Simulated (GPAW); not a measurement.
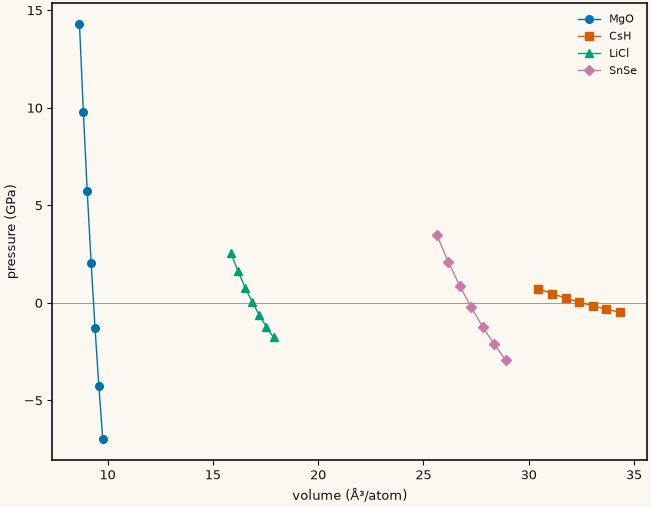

The figure shows the pressure against volume, with one curve for each compound, for CsH, LiCl, MgO and SnSe (all in space group Fm-3m (No. 225)).

Method: PAW DFT in plane waves, on a grid or in atomic orbitals, no spin polarisation; energies at scaled volumes of the given cell, shape and fractions fixed, counted from the fit's minimum, third-order Birch-Murnaghan fit (GPAW 26.7.0). Level: r2SCAN.

- occupations: Fermi–Dirac
- smearing width: 0.05 eV
- potentials: GPAW PAW data sets (gpaw data 1.2.1)

Settings that differ: MgO: wave cutoff 800 eV, k mesh 11×11×11; CsH: wave cutoff 600 eV, k mesh 7×7×7; LiCl: wave cutoff 800 eV, k mesh 9×9×9; SnSe: wave cutoff 600 eV, k mesh 8×8×8.

**Order the curves by fitted equilibrium volume, smallest first.**

MgO 9.343, LiCl 16.915, SnSe 27.175, CsH 32.611 Å³/atom.

**Order the curves by fitted bulk modulus, smallest first.**

CsH 9.7, LiCl 35.0, SnSe 53.4, MgO 165.4 GPa.

The computed values:

MgO:
```csv
volume (Å³/atom),pressure (GPa)
8.6681,14.29
8.8525,9.79
9.0370,5.72
9.2214,2.05
9.4058,-1.27
9.5902,-4.28
9.7747,-6.99
```

CsH:
```csv
volume (Å³/atom),pressure (GPa)
30.46,0.73
31.10,0.48
31.75,0.25
32.40,0.04
33.05,-0.15
33.70,-0.32
34.34,-0.48
```

LiCl:
```csv
volume (Å³/atom),pressure (GPa)
15.86,2.56
16.20,1.63
16.53,0.79
16.87,0.05
17.21,-0.62
17.55,-1.23
17.88,-1.77
```

SnSe:
```csv
volume (Å³/atom),pressure (GPa)
25.63,3.49
26.18,2.12
26.73,0.88
27.27,-0.22
27.82,-1.22
28.36,-2.12
28.91,-2.92
```
